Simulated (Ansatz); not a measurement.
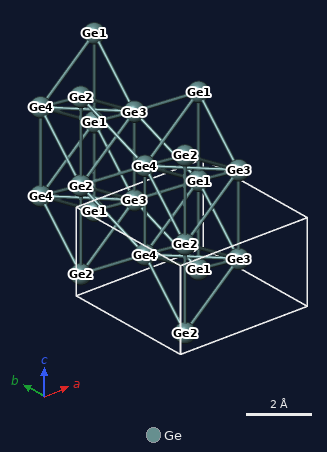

This is the input geometry for a relaxation of a crystal of Ge (a generated structure, set up in P4_2/mnm). A ball-and-stick model of the cell of the calculation, repeated 1 × 2 × 2 with one cell outlined, seen from a free direction.

Level of theory: Ansatz 0.2.0, DFT PBE, scalar-relativistic, plane waves, PAW.

Input file:
```yaml
crystal:
  lattice:
    - [5.1220328, 0.0, 0.0]
    - [0.0, 5.1220328, 0.0]
    - [0.0, 0.0, 3.11859387]
  atoms:
    - { symbol: Ge, position: [0.79740801, 0.79740801, 0.0] }
    - { symbol: Ge, position: [0.20259199, 0.20259199, 0.0] }
    - { symbol: Ge, position: [0.70259199, 0.29740801, 0.5] }
    - { symbol: Ge, position: [0.29740801, 0.70259199, 0.5] }
basis:
  ecutwfc: 420
kpoints:
  mp_grid: { grid: [10, 10, 14] }
hamiltonian:
  xc: pbe
scf:
  occupations: { method: gaussian, width: 0.1 }
output:
  forces: true
  stress: true
  eigenvalues: true
relax:
  adjacent_minimum: "off"
  f_tol: 0.01
  max_steps: 80
  cell: { stress_tol: 0.05 }
```

Launched with:
```bash
ansatz run input.yaml --threads 1 --pin off --max-ram 2560MiB --backend cpu --events-out ev --progress --plain --runs-dir out
```

> Predict the outcome.

The largest moves relative to the cell, 0.34 Å, are those of Ge1, Ge2, Ge3 and Ge4. Ge3 goes along [1 −1 0]. Cell: a = b 5.122 → 5.081 Å (−0.8 %), c 3.119 → 3.008 Å (−3.5 %). Volume −5.1 %. Some distances before and after: Ge1–Ge2 2.935 → 3.600 Å, Ge1–Ge1 3.119 → 3.008 Å, Ge1–Ge3 3.037 → 2.952 Å. The space group (tolerance 0.01 Å) goes from P4_2/mnm (No. 136) to I4/mmm (No. 139). Over 6 accepted moves (7 points after the start) the energy falls by 0.105 eV per cell of the calculation. Largest force component: 0.079 eV/Å at the start, 0.00054 eV/Å at the end. The pressure goes from −2.81 to 0.03 GPa. At 1 point the geometry stayed and the basis and grid were re-selected for the new cell (energy shift of 0.8 meV per cell of the calculation at most each time).

The structure at the end:

```
CELL_PARAMETERS angstrom
5.08140 0.00000 0.00000
0.00000 5.08140 0.00000
0.00000 0.00000 3.00790
ATOMIC_POSITIONS crystal
Ge 0.74951 0.74951 0.00000
Ge 0.25049 0.25049 0.00000
Ge 0.75049 0.24951 0.50000
Ge 0.24951 0.75049 0.50000
```

After the run, drawn alike:

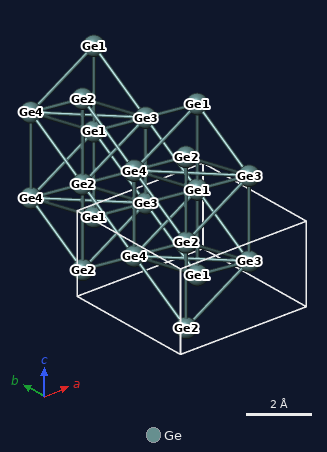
